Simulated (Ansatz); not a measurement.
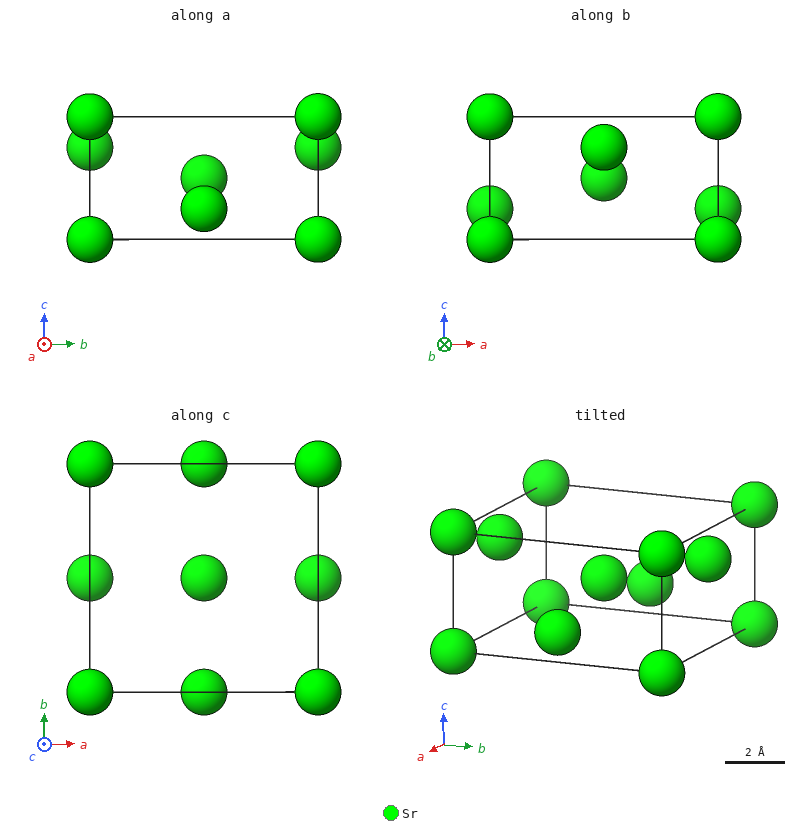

An orthographic spheres-only view of the structure, along the a axis, along the b axis, along the c axis and slightly off an axis. The parallelepiped is the drawn cell (a repeat of the simulation cell).

Lattice parameters: a = 7.7451 Å, b = 7.7451 Å, c = 4.1686 Å, α = 89.965°, β = 89.965°, γ = 89.988°.

Q: Write down what is shown as a CIF in P1 with every atom of the cell.

A:
```cif
data_structure
_symmetry_space_group_name_H-M 'P 1'
_symmetry_Int_Tables_number 1
_cell_length_a 7.7451
_cell_length_b 7.7451
_cell_length_c 4.1686
_cell_angle_alpha 89.965
_cell_angle_beta 89.965
_cell_angle_gamma 89.988
_cell_volume 250.06
loop_
_atom_site_label
_atom_site_type_symbol
_atom_site_fract_x
_atom_site_fract_y
_atom_site_fract_z
_atom_site_occupancy
Sr1 Sr 0.9999 0.0000 0.0001 1
Sr2 Sr 0.0000 0.4999 0.2501 1
Sr3 Sr 0.4999 0.5000 0.5001 1
Sr4 Sr 0.5000 0.9999 0.7501 1
```

Provenance: a structure type filled with this element by a generator (whether the element takes this form wasn't checked). Earlier steps of the study may have refined or changed the cell and positions. An electronic-structure calculation with Ansatz was run on it.
